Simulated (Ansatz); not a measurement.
Structure of Eu:

```
Eu
1.0
     3.94412    0.00000    0.00000
    -1.97206    3.41571    0.00000
     0.00000    0.00000   12.67917
Eu
4
Direct
  0.00000 0.00000 0.00000
  0.00000 0.00000 0.50000
  0.33333 0.66667 0.25000
  0.66667 0.33333 0.75000
```

Structure used: the end point of a relaxation at fixed volume with Ansatz, DFT r2SCAN, scalar-relativistic, plane waves, PAW; the starting structure was generated, so it need not be a known form of this composition.

**Where will the first 2 clear peaks of its X-ray PDF lie (peak width σ = 0.12 Å), and from which pairs do they come?**

1. 3.92 Å: Eu–Eu at 3.90–3.94 Å
2. 5.55 Å: Eu–Eu at 5.55 Å

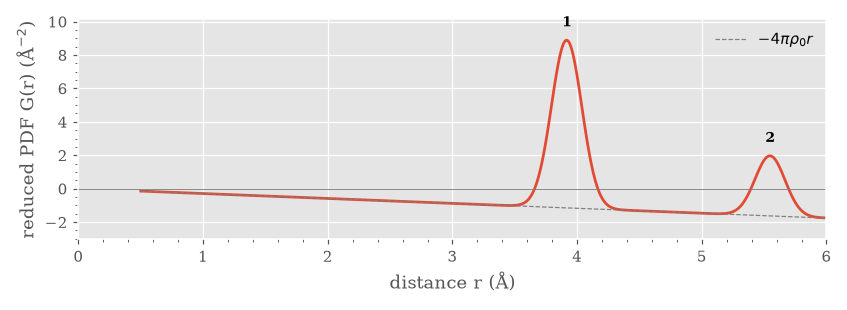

Simulated X-ray pair distribution function, G(r) = R(r)/r − 4πρ₀r, summed over the atomic distances of the structure with each pair weighted by the product of the atomic numbers (X-ray weights at Q = 0); every distance is a Gaussian of σ = 0.12 Å. There is no Q-range truncation.
